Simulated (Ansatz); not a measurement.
# Geometry relaxation of Al₁₆O₂₅ (part 3 of 3)

Al₁₆O₂₅ (defect cell, 41 atoms in the cell); DFT PBE, scalar-relativistic, plane waves, PAW, spin-polarised (Ansatz 0.2.0); cutoff 420 eV, 3×3×3 k-mesh, Gaussian smearing of 0.05 eV, collinear spins. The structure derives from an entry of the Crystallography Open Database.

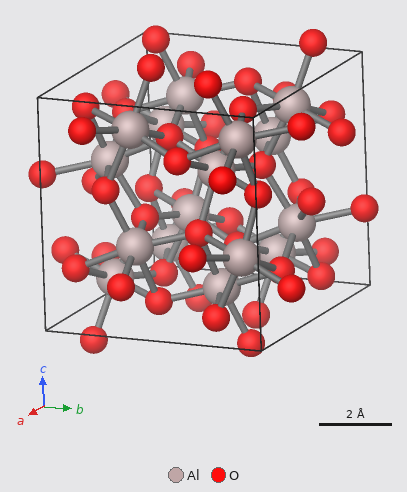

**Figure 1.** The geometry at step 5 of the log (ball-and-stick view of the cell of the calculation, seen slightly off an axis; bonded neighbours outside the cell are drawn too).

### Output, continued
```
--- Forces (eV/Å), atoms counted from 1 ---
  atom   1  Al    -0.00454939     0.00381069    -0.01110890
  atom   2  Al     0.00369587     0.00335845    -0.00909706
  atom   3  Al    -0.00257990    -0.00163872    -0.00503385
  atom   4  Al    -0.00424580    -0.00289195    -0.01224730
  atom   5  Al     0.00522809    -0.00755780    -0.00940112
  atom   6  Al    -0.00928385     0.00013648    -0.00726922
  atom   7  Al    -0.00076702     0.00002179    -0.01310656
  atom   8  Al     0.00094811     0.01179340    -0.01068674
  atom   9  Al     0.00248132     0.00184110     0.01239592
  atom  10  Al     0.00099790    -0.00123733     0.00268790
  atom  11  Al    -0.00283892    -0.00222789     0.01000257
  atom  12  Al     0.00673185    -0.00305241     0.01033100
  atom  13  Al    -0.00252100    -0.01121057     0.01087600
  atom  14  Al     0.00222907     0.00005228     0.01030880
  atom  15  Al     0.01090687    -0.00165560     0.01005290
  atom  16  Al    -0.00449085     0.00450293     0.00865732
  atom  17  O      0.00012258     0.00001584     0.00242523
  atom  18  O      0.00023261     0.00105846     0.00249857
  atom  19  O     -0.00259932     0.00167840    -0.00064636
  atom  20  O     -0.00259412    -0.00049224     0.00500941
  atom  21  O     -0.00267389     0.00090429     0.00256390
  atom  22  O      0.00101110     0.00012314    -0.00003487
  atom  23  O      0.00204220    -0.00141646    -0.00108191
  atom  24  O     -0.00071004     0.00014547     0.00333807
  atom  25  O      0.00058053     0.00119085     0.00237156
  atom  26  O      0.00067611    -0.00047364     0.00290029
  atom  27  O      0.00303797     0.00227768    -0.00183979
  atom  28  O     -0.00010184    -0.00303889     0.00063421
  atom  29  O      0.00226886     0.00012270    -0.00475554
  atom  30  O      0.00441441    -0.00032299     0.00094416
  atom  31  O      0.00152723    -0.00278211    -0.00349481
  atom  32  O     -0.00340964     0.00235633    -0.00278982
  atom  33  O      0.00082640    -0.00022423    -0.00374068
  atom  34  O     -0.00217283     0.00343847     0.00046226
  atom  35  O     -0.00075702    -0.00052518    -0.00055064
  atom  36  O     -0.00044196    -0.00023233     0.00089647
  atom  37  O     -0.00081194     0.00566042     0.00176581
  atom  38  O     -0.00428926    -0.00307592     0.00084237
  atom  39  O     -0.00044104     0.00079272    -0.00344794
  atom  40  O      0.00062850     0.00034905    -0.00108046
  atom  41  O      0.00168187    -0.00157325    -0.00056696
  max |Σ_I F_I| component: 1.58e-5 eV/Å
--- Relaxed structure (5 steps of the walk, 5 accepted, 0 SCFs on fresh bases) ---
  F+E_penalty+E_count = -22837.34654834 eV   max|allowed force component| = 1.311e-2 eV/Å
  atoms:
    - { symbol: Al, position: [0.34823842535227356, 0.356832140738103, 0.35107156875881723] }
    - { symbol: Al, position: [0.8586079522063113, 0.850088335787588, 0.34736986729714536] }
    - { symbol: Al, position: [0.8508950786617697, 0.3491321694466159, 0.8500833916666627] }
    - { symbol: Al, position: [0.3518760512111526, 0.8464714876812293, 0.8578072102306353] }
    - { symbol: Al, position: [0.14514572579847712, 0.1482536511609463, 0.14684336656797117] }
    - { symbol: Al, position: [0.6500454338937633, 0.6458402684158686, 0.1442754148831875] }
    - { symbol: Al, position: [0.645837105787036, 0.14407962027487436, 0.6450420110136309] }
    - { symbol: Al, position: [0.1476555336537419, 0.6433871830789938, 0.6491950743788155] }
    - { symbol: Al, position: [0.6498378650927765, 0.15166202430728792, 0.14228860776877136] }
    - { symbol: Al, position: [0.15085671812116508, 0.6490510128996707, 0.15004440299706726] }
    - { symbol: Al, position: [0.14312008024747716, 0.14805273064634247, 0.6526911646469622] }
    - { symbol: Al, position: [0.6535049948263143, 0.6413043219759833, 0.6489944403432459] }
    - { symbol: Al, position: [0.8540801481300235, 0.35477304562200085, 0.3508692052373903] }
    - { symbol: Al, position: [0.35596560702900615, 0.8541074652935288, 0.3550902640022824] }
    - { symbol: Al, position: [0.3516628332250857, 0.35228504778180636, 0.8558045130110883] }
    - { symbol: Al, position: [0.8565812949646374, 0.849873673515527, 0.8532641707015466] }
    - { symbol: O, position: [0.09587463891783227, 0.40695363507807897, 0.24904178228230692] }
    - { symbol: O, position: [0.6051607885252022, 0.900527885405697, 0.22532934298793256] }
    - { symbol: O, position: [0.5966406029989462, 0.3987474417851392, 0.7511815550103379] }
    - { symbol: O, position: [0.10222840608603628, 0.8999321410362582, 0.7518194548605867] }
    - { symbol: O, position: [0.22621597472946942, 0.10337205143951389, 0.4015360717032653] }
    - { symbol: O, position: [0.7526843626131255, 0.6004638564947028, 0.4008763199426899] }
    - { symbol: O, position: [0.7520552719336572, 0.09484697856964575, 0.8997195010736432] }
    - { symbol: O, position: [0.24982942132907643, 0.5940896938480285, 0.9079327365927394] }
    - { symbol: O, position: [0.4017160364066678, 0.25087630780154646, 0.10144984029948528] }
    - { symbol: O, position: [0.9087577816087608, 0.7480327770488249, 0.0950343392779312] }
    - { symbol: O, position: [0.900556666256733, 0.250237474171286, 0.5958327020692185] }
    - { symbol: O, position: [0.40233014595431205, 0.724394953502842, 0.6043573320809905] }
    - { symbol: O, position: [0.8994929712789259, 0.09822056155846953, 0.24825937049733415] }
    - { symbol: O, position: [0.4051029315607499, 0.5993830460528117, 0.2488863022926571] }
    - { symbol: O, position: [0.3965713692786794, 0.09759398244148643, 0.7748166896825963] }
    - { symbol: O, position: [0.9058533967341507, 0.5912286468704975, 0.7510257435773893] }
    - { symbol: O, position: [0.7519073365680833, 0.40406638220497515, 0.09214990378292987] }
    - { symbol: O, position: [0.24970344931872468, 0.9033051604384915, 0.10036711597661818] }
    - { symbol: O, position: [0.2490565152827845, 0.3976666651443002, 0.599206337178908] }
    - { symbol: O, position: [0.7755029561089536, 0.894770112331217, 0.5985218651258257] }
    - { symbol: O, position: [0.5994019283051875, 0.27374180218439464, 0.39566582710463816] }
    - { symbol: O, position: [0.10117407941732115, 0.7479395958789609, 0.4042567297662618] }
    - { symbol: O, position: [0.0929813919883073, 0.2501215839285264, 0.9050573961597266] }
    - { symbol: O, position: [0.6000219198905832, 0.7472528863799072, 0.8986110370947953] }
    - { symbol: O, position: [0.5008902991067163, -0.0008938979219707543, 0.5001169689739692] }
--- Löwdin populations: 41 sites ---
  site symbol       q [e]    m [muB]
     0     Al      1.7052    -0.0039
     1     Al      1.7052    -0.0039
     2     Al      1.7075     0.0002
     3     Al      1.7052    -0.0039
     4     Al      1.7033     0.0008
     5     Al      1.7033     0.0008
     6     Al      1.7103    -0.0185
     7     Al      1.7033     0.0008
     8     Al      1.7052    -0.0039
     9     Al      1.7076     0.0002
    10     Al      1.7052    -0.0039
    11     Al      1.7052    -0.0039
    12     Al      1.7033     0.0008
    13     Al      1.7103    -0.0184
    14     Al      1.7033     0.0008
    15     Al      1.7033     0.0008
    16      O      6.8004     0.0039
    17      O      6.7510     0.1284
    18      O      6.7992     0.0023
    19      O      6.7971     0.0056
    20      O      6.7506     0.1292
    21      O      6.7971     0.0056
    22      O      6.7993     0.0023
    23      O      6.8004     0.0039
    24      O      6.7971     0.0056
    25      O      6.8004     0.0039
    26      O      6.7993     0.0023
    27      O      6.7508     0.1289
    28      O      6.7971     0.0056
    29      O      6.7993     0.0023
    30      O      6.7507     0.1290
    31      O      6.8004     0.0039
    32      O      6.8005     0.0039
    33      O      6.7993     0.0023
    34      O      6.7971     0.0056
    35      O      6.7504     0.1298
    36      O      6.7507     0.1292
    37      O      6.7993     0.0023
    38      O      6.8004     0.0039
    39      O      6.7971     0.0055
    40      O      6.2848     1.2179
  spilling = 0.007798 (of n_electrons = 198.000000)
settings of this run that can trade accuracy for cost: output.eigenvalues: false. Do not mix this run's numbers with those of runs without the same settings; the input reference describes each key
```

### Trajectory as extended XYZ (Å, eV, eV/Å), 2 of the 5 frames kept, from step=1 to step=5
```
41
Lattice="-4.7605 -2.7485 4.3319 4.7605 -2.7485 4.3319 0.0000 5.4970 4.3319" Properties=species:S:1:pos:R:3:forces:R:3 step=1 energy=-22834.73238
Al   -0.0388    0.0201    4.5547    0.8396  -0.4475   0.1678
Al   -0.0378   -2.7138    8.9250    0.4673  -0.7462  -0.4113
Al   -2.3803    1.3742    8.9084   -0.2274  -0.1572   0.0500
Al    2.3458    1.3990    8.9418    0.5676  -0.4234  -0.5107
Al    0.0000    0.0000    1.9213    0.1965   0.0856   0.0346
Al    0.0000   -2.7485    6.2531   -0.1469   0.0244   0.2901
Al   -2.3683    1.3499    6.2652   -0.4946   0.1036  -0.5333
Al    2.3803    1.3742    6.2531   -0.0314  -0.0371   0.1932
Al   -2.3924   -1.3968    4.0785   -0.1040   0.2015   0.1245
Al    2.3803   -1.3742    4.0872   -0.0910   0.1766  -0.2071
Al   -0.0535    2.7529    4.1287    0.7488   0.1457  -0.4407
Al    0.0018    0.0485    8.3761   -0.0431  -0.8948   0.5164
Al   -2.3803   -1.3742    6.7425   -0.1894  -0.0565  -0.0751
Al    2.3597   -1.3951    6.7183   -0.0189   0.3199   1.0599
Al    0.0000    2.7485    6.7425   -0.0021   0.1736   0.0410
Al    0.0000    0.0000   11.0743   -0.0360  -0.0348  -0.0929
O     1.4600    0.0000    3.2489   -0.1115   0.0086  -0.0006
O     1.4462   -2.7570    7.6002   -2.0876  -3.4266  -2.5005
O    -0.9203    1.3742    7.5808   -0.1358   0.2228  -0.1366
O     3.8402    1.3742    7.5808   -0.1373  -0.0362   0.1519
O    -0.7591    1.2722    3.2837    3.0412  -0.1975  -1.8668
O    -0.7300   -1.4841    7.5808   -0.1172   0.2729  -0.1358
O    -3.1102    2.6386    7.5808   -0.1429  -0.3242  -0.0388
O     1.6503    2.6386    7.5808   -0.0569   0.0652   0.1199
O    -0.7300   -1.2644    3.2489   -0.0146   0.0590  -0.0317
O    -0.7300   -4.0128    7.5808   -0.1912  -0.0287   0.0253
O    -3.1102    0.1099    7.5808   -0.1385   0.0464   0.0716
O     1.6433    0.1104    7.5665   -1.1165   3.1392  -1.5527
O    -3.8402   -1.3742    5.4148   -0.2068   0.0429   0.0827
O     0.9203   -1.3742    5.4148   -0.1060   0.0461  -0.1505
O    -1.5057    2.7390    5.4694    2.2566   3.0661   0.7696
O    -1.4600    0.0000    9.7467    0.1034   0.0597  -0.0557
O    -1.6503   -2.6386    5.4148    0.0090  -0.0917  -0.0766
O     3.1102   -2.6386    5.4148   -0.0143   0.1295   0.1330
O     0.7300    1.4841    5.4148   -0.3036   0.1061  -0.0237
O     0.7503   -1.2745    9.6982   -4.1457   0.8434   2.6230
O    -1.6694   -0.0968    5.3586    1.7988  -3.7341   2.5994
O     3.1102   -0.1099    5.4148   -0.2776  -0.0792   0.1128
O     0.7300    4.0128    5.4148   -0.1910  -0.0716   0.0454
O     0.7300    1.2644    9.7467   -0.3328   0.0027   0.0356
O    -2.4525    1.3325    4.3338    1.1836   1.4455  -0.4066
41
Lattice="-4.7605 -2.7485 4.3319 4.7605 -2.7485 4.3319 0.0000 5.4970 4.3319" Properties=species:S:1:pos:R:3:forces:R:3 step=5 energy=-22837.34655
Al    0.0409   -0.0080    4.5751   -0.0045   0.0038  -0.0111
Al   -0.0406   -2.7868    8.9066    0.0037   0.0034  -0.0091
Al   -2.3886    1.3746    8.8808   -0.0026  -0.0016  -0.0050
Al    2.3545    1.4217    8.9070   -0.0042  -0.0029  -0.0122
Al    0.0148    0.0008    1.9071    0.0052  -0.0076  -0.0094
Al   -0.0200   -2.7686    6.2386   -0.0093   0.0001  -0.0073
Al   -2.3886    1.3747    6.2161   -0.0008   0.0000  -0.0131
Al    2.3599    1.3944    6.2389    0.0009   0.0118  -0.0107
Al   -2.3716   -1.4207    4.0884    0.0025   0.0018   0.0124
Al    2.3717   -1.3737    4.1151    0.0010  -0.0012   0.0027
Al    0.0235    2.7875    4.0887   -0.0028  -0.0022   0.0100
Al   -0.0581    0.0087    8.4203    0.0067  -0.0031   0.0103
Al   -2.3770   -1.3938    6.7565   -0.0025  -0.0112   0.0109
Al    2.3714   -1.3739    6.7801    0.0022   0.0001   0.0103
Al    0.0030    2.7695    6.7566    0.0109  -0.0017   0.0101
Al   -0.0319    0.0002   11.0884   -0.0045   0.0045   0.0087
O     1.4809   -0.0130    3.2570    0.0001   0.0000   0.0024
O     1.4061   -2.8997    7.4985    0.0002   0.0011   0.0025
O    -0.9421    1.3934    7.5659   -0.0026   0.0017  -0.0006
O     3.7975    1.3783    7.5980   -0.0026  -0.0005   0.0050
O    -0.5848    1.3014    3.1671   -0.0027   0.0009   0.0026
O    -0.7246   -1.5155    7.5982    0.0010   0.0001   0.0000
O    -3.1286    2.6180    7.5661    0.0020  -0.0014  -0.0011
O     1.6389    2.6714    7.5888   -0.0007   0.0001   0.0033
O    -0.7181   -1.2360    3.2664    0.0006   0.0012   0.0024
O    -0.7651   -4.0312    7.5887    0.0007  -0.0005   0.0029
O    -3.0958    0.1123    7.5662    0.0030   0.0023  -0.0018
O     1.5332    0.2253    7.4988   -0.0001  -0.0030   0.0006
O    -3.8145   -1.3775    5.3974    0.0023   0.0001  -0.0048
O     0.9249   -1.3927    5.4294    0.0044  -0.0003   0.0009
O    -1.4233    2.9009    5.4971    0.0015  -0.0028  -0.0035
O    -1.4978    0.0137    9.7385   -0.0034   0.0024  -0.0028
O    -1.6559   -2.6706    5.4067    0.0008  -0.0002  -0.0037
O     3.1115   -2.6173    5.4295   -0.0022   0.0034   0.0005
O     0.7075    1.5163    5.3972   -0.0008  -0.0005  -0.0006
O     0.5678   -1.3007    9.8281   -0.0004  -0.0002   0.0009
O    -1.5503   -0.2249    5.4963   -0.0008   0.0057   0.0018
O     3.0789   -0.1116    5.4294   -0.0043  -0.0031   0.0008
O     0.7481    4.0320    5.4069   -0.0004   0.0008  -0.0034
O     0.7009    1.2367    9.7289    0.0006   0.0003  -0.0011
O    -2.3887    1.3749    4.3324    0.0017  -0.0016  -0.0006
```

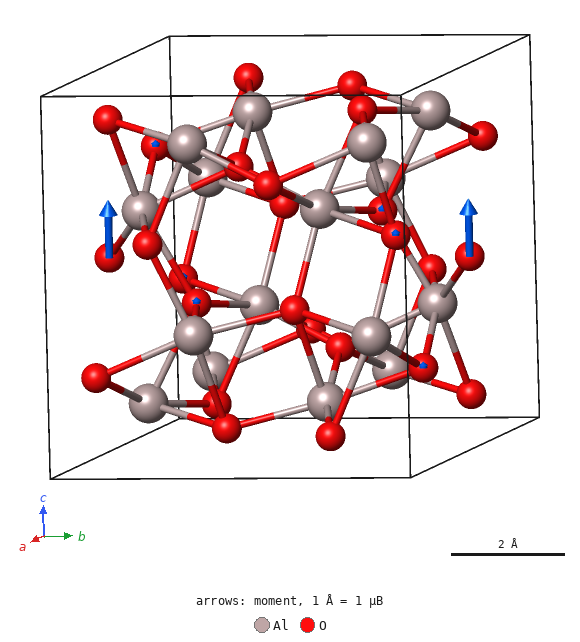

**Figure 2.** Magnetic moments of the sites as blue arrows (ball-and-stick view of the cell of the calculation, seen slightly off an axis); small moments hardly show. The run is collinear, so the axis drawn is arbitrary. Site moments: O41 (1.06 μB); O18, O21, O28, O31, O36, O37 (0.11 μB). They are counted near the atoms and needn't add up to the moment of the cell. Atoms are counted from 1 in the order of the input.
